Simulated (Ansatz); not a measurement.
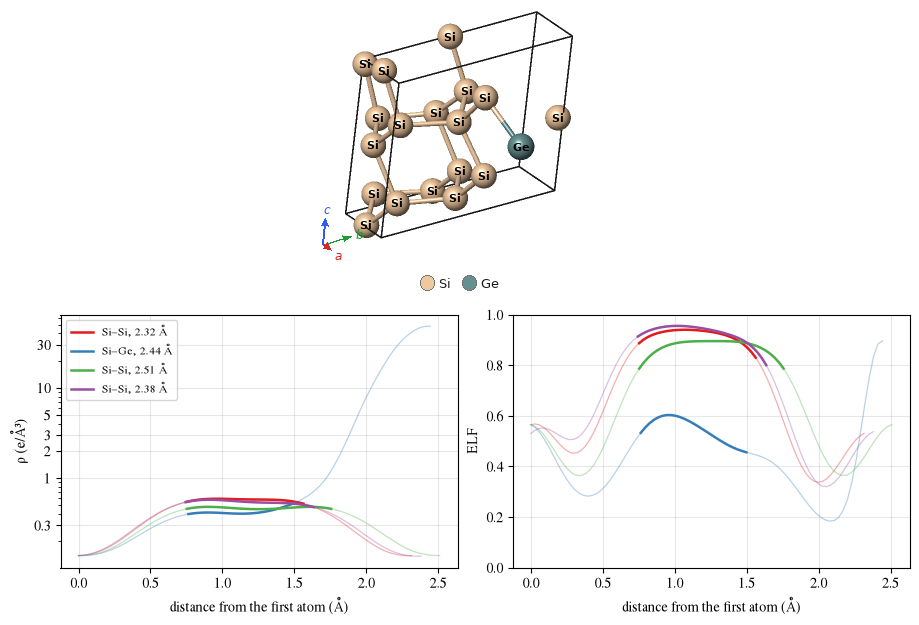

Figure. Si₁₆Ge (cell with a defect). Valence charge density (pseudo) and ELF along straight lines between neighbouring atoms. Thin, pale parts lie inside the atomic spheres. The structure is drawn too.

PAW files of the earlier set (soft_1).

Computed with DFT PBE-D3(BJ), scalar-relativistic, plane waves, PAW (Ansatz 0.2.0).

The density is the valence pseudo-density of a PAW calculation; it isn't the true density close to the nuclei.

Question: What can be read from the curves?

Answer: Si–Si (2.32 Å): the density is about 0.58 e/Å³ at the midpoint; the ELF peaks at about 0.95 between the atoms.
Si–Ge (2.44 Å): ρ at the midpoint is about 0.41 e/Å³; the ELF peaks at about 0.60 in the valence shell of Si, 0.9 Å from its nucleus, and is about 0.55 at the midpoint.
Si–Si (2.51 Å): ρ at the midpoint is about 0.45 e/Å³; the ELF peaks at about 0.90 between the atoms.
Si–Si (2.38 Å): ρ at the midpoint is about 0.54 e/Å³; the ELF peaks at about 0.95 between the atoms, as expected for a covalent bond.
